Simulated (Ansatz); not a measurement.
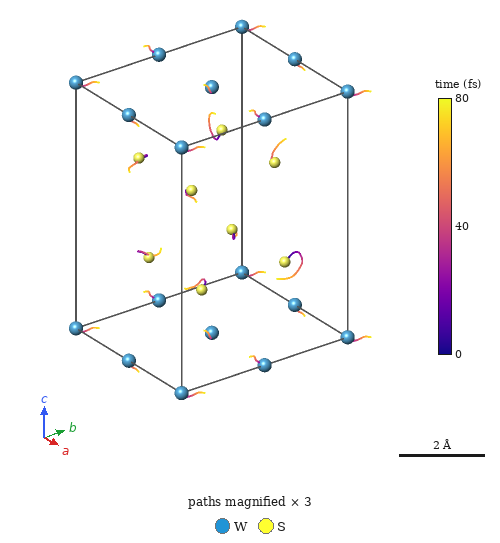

First-principles dynamics of a 12-atom cell of WS2 (built on the 1T (CdI2) bulk type), 80 fs long. Lines trace each atom's path, coloured by time; spheres stand at the starting positions. The excursions are magnified 3 times. Seen slightly off an axis in the simulation cell.

These are results of Ansatz, DFT, r2SCAN, plane waves, PAW, not measurements. Run with plane-wave cutoff 500 eV; k-point mesh 3 × 3 × 2; Fermi-Dirac smearing 0.039 eV; Langevin thermostat (NVT); set temperature 450 K; time step 2 fs.

Question: What do the traces tell about the motion?

Answer: Root-mean-square distances from the starting positions over the second half, with the common drift of all atoms taken out: W 0.11 Å, S 0.11 Å. The run lasts only 80 fs, too short to tell vibration from diffusion. Over the second half the temperature averages 447 K (spread ±51 K). The temperature is still climbing (220 K in the second quarter, 481 K in the last), so the run isn't equilibrated. The potential energy is still drifting at the end, so the run hasn't reached equilibrium. The potential energy in the second half lies on average 7.7 meV per atom above the first frame.

Limits of the set-up: the k-point mesh is coarse for a cell with partly filled bands; layers or molecules are held without a dispersion correction, so their spacing is unreliable.
